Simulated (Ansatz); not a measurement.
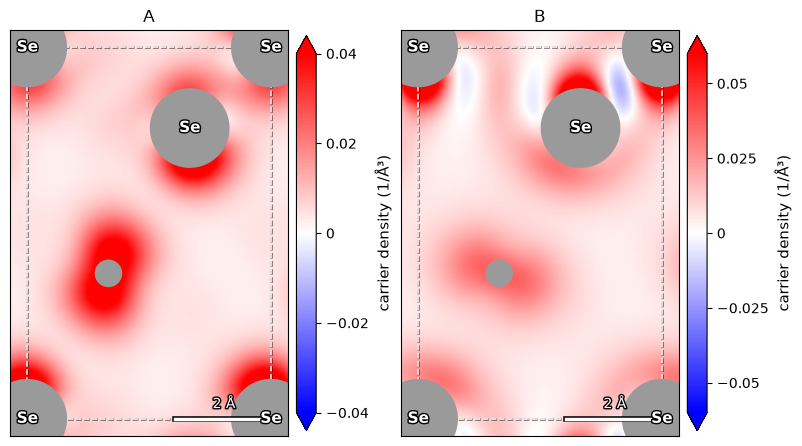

Se, doped once with holes and once with electrons (0.5 e in the calculation's cell of 3 atoms, uniform background, atoms fixed). Each panel shows the carrier's density (positive where it sits) on the (110) plane of the conventional cell; grey discs cover the cores. Cores are masked to 0.8 Å (Se). This is very heavy doping.

Space group P3_221; not relaxed (largest force 0.8 eV/Å); the calculation finds a residual pressure of about 4 GPa at this fixed cell.

All numbers below come from Ansatz, DFT r2SCAN, scalar-relativistic, plane waves, PAW.

**Tell the hole from the electron.**

A is the hole: outside the cores it is densest at the edge of the masked core of Se. B is the electron: outside the cores it is densest at the edge of the masked core of Se.
